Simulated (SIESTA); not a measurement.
System: SnSe, space group Pnma (No. 62).

The given structure:
```cif
data_structure
_symmetry_space_group_name_H-M 'P 1'
_symmetry_Int_Tables_number 1
_cell_length_a 11.4200
_cell_length_b 4.1900
_cell_length_c 4.4600
_cell_angle_alpha 90.000
_cell_angle_beta 90.000
_cell_angle_gamma 90.000
_cell_volume 213.41
loop_
_atom_site_label
_atom_site_type_symbol
_atom_site_fract_x
_atom_site_fract_y
_atom_site_fract_z
_atom_site_occupancy
Sn1 Sn 0.87700 0.75000 0.90900 1
Sn2 Sn 0.62300 0.25000 0.40900 1
Sn3 Sn 0.37700 0.75000 0.59100 1
Sn4 Sn 0.12300 0.25000 0.09100 1
Se1 Se 0.64300 0.75000 0.98400 1
Se2 Se 0.85700 0.25000 0.48400 1
Se3 Se 0.14300 0.75000 0.51600 1
Se4 Se 0.35700 0.25000 0.01600 1
```

Calculation (SIESTA 5.4.2): DFT in numerical atomic orbitals with pseudopotentials, no spin polarisation; energies at scaled volumes of the given cell, shape and fractions fixed, counted from the fit's minimum, third-order Birch-Murnaghan fit. Level: LDA.

k mesh 2×4×4; occupations Fermi–Dirac; smearing width 0.05 eV; potentials PseudoDojo 0.4 standard, converted to PSML, two zetas on semicore shells; program settings basis DZP, mesh cutoff 500 Ry.

Describe the result: the energy against volume. The volume takes the values 25.08, 25.61, 26.14, 26.68, 27.21, 27.74, 28.28 Å³/atom.

A third-order Birch–Murnaghan fit gives V0 = 26.44 Å³/atom, B0 = 58.3 GPa and B′ = 3.9. The energy is 14.04 meV/atom at volume 25.08 Å³/atom and 20.68 meV/atom at 28.28 Å³/atom; the lowest computed point is at volume 26.68 Å³/atom (0.36 meV/atom), and no other minimum shows.

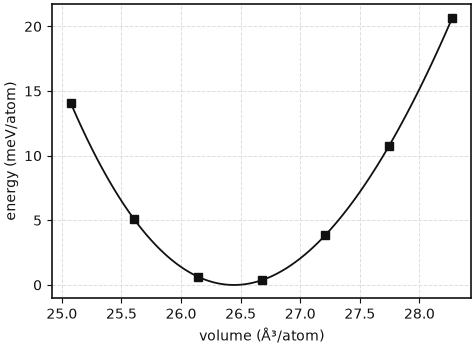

Note: mulliken charges of long orbitals; shape and atomic fractions are frozen while scaling, which makes layered, chain and framework solids too stiff.
